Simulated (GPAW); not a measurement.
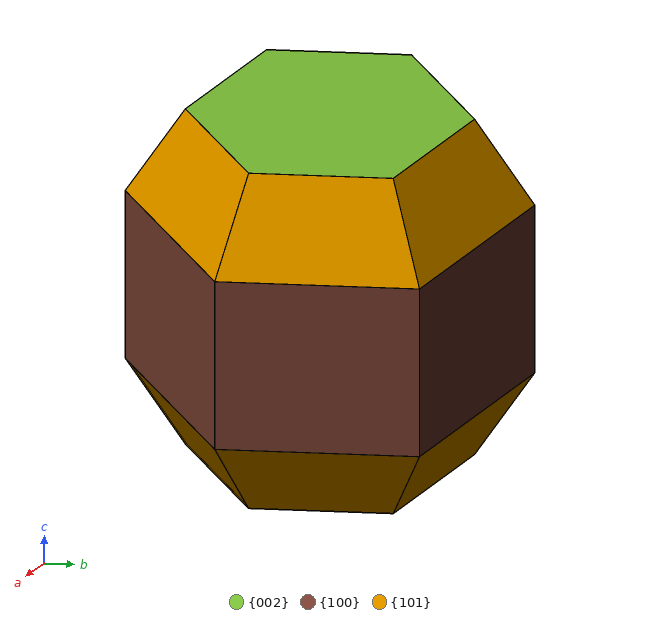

MnO, space group P6_3mc (No. 186), a = 3.372 Å, b = 3.372 Å, c = 5.386 Å, α = 90.00°, β = 90.00°, γ = 120.00°. BFDH (Bravais–Friedel–Donnay–Harker) growth shape, computed from the cell and space group alone: each face lies at a distance from the centre proportional to 1/d(hkl), with d taken for the first order that the space group does not extinguish. It ignores bonding, solvent and kinetics. Origin: an entry of the Crystallography Open Database, as set up for an electronic-structure calculation. Forms under 0.4 % of the area are left out. Forms are taken in the Laue class: a face and its opposite count as one form.

Q: Describe the habit.

A: It is roughly equant (blocky). Widths along a, b and c stand as 1.00 : 1.00 : 0.94.

Q: Why is the form written {002} rather than {001}?

A: The reflection 001 is extinguished by the screw axis (and also by a glide plane) of P6_3mc: equivalent layers repeat every d/2 = 2.693 Å, and the rule uses that shorter spacing.

Q: How many faces does the whole crystal have, by form?

A: 20 faces: 6 of {100}, 12 of {101} and 2 of {002}.

Q: List the forms with their spacings and shares.

A:
| form | faces | d (Å) | share of area (%) |
| --- | --- | --- | --- |
| {100} | 6 | 2.920 | 41.2 |
| {101} | 12 | 2.567 | 39.9 |
| {002} | 2 | 2.693 | 18.9 |
